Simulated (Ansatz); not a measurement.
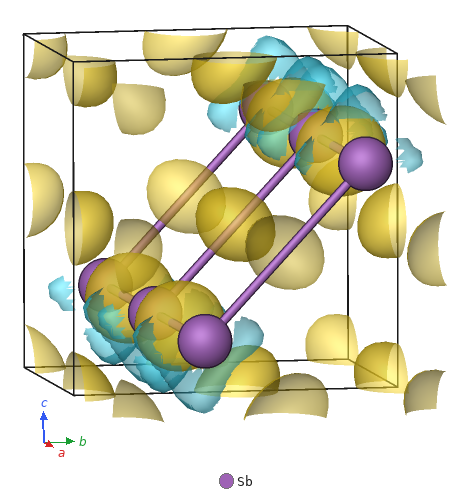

*Sb. Density of the crystal less the sum of free-atom densities: yellow surfaces at +0.02 and cyan ones at −0.02 e/Å³, in the conventional cell, repeated, seen slightly off an axis (the regions close to the nuclei are left out). Cores are masked to 0.9 Å (Sb).*

Space group P2_1/m. No gap opens at this level; semilocal functionals can close small gaps. The cell comes from a database of computed structures, not from a measurement.

Level of theory: DFT PBE, scalar-relativistic, plane waves, PAW in Ansatz 0.2.0.

Core electrons are frozen (PAW), so the fields are smoothed inside the atomic spheres.

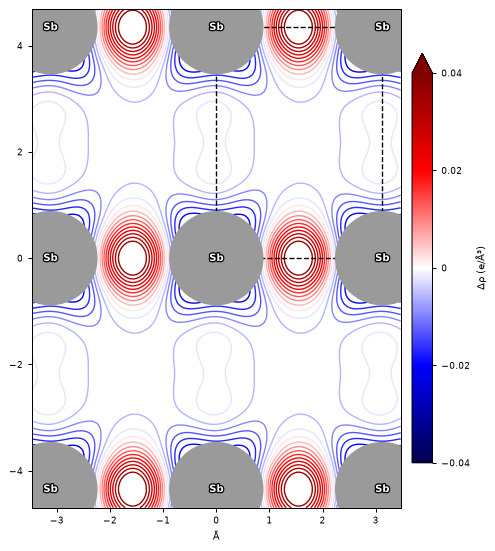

The same field as a map on the (001) plane of the conventional cell, with grey discs over the atomic cores.

Read the map: where is density gained and where lost?

Sb–Sb (3.04 Å): Δρ is +0.06 e/Å³ at the midpoint. Over the whole cell, outside the masked cores, the largest gain, 0.06 e/Å³, lies 1.5 Å from an antimony nucleus, and the largest loss lies at the edge of the masked core of Sb. The rearranged charge, half the integral of |Δρ|, is about 0.13 e an atom.

Metal or insulator at this level?

It is metallic at this level of theory.
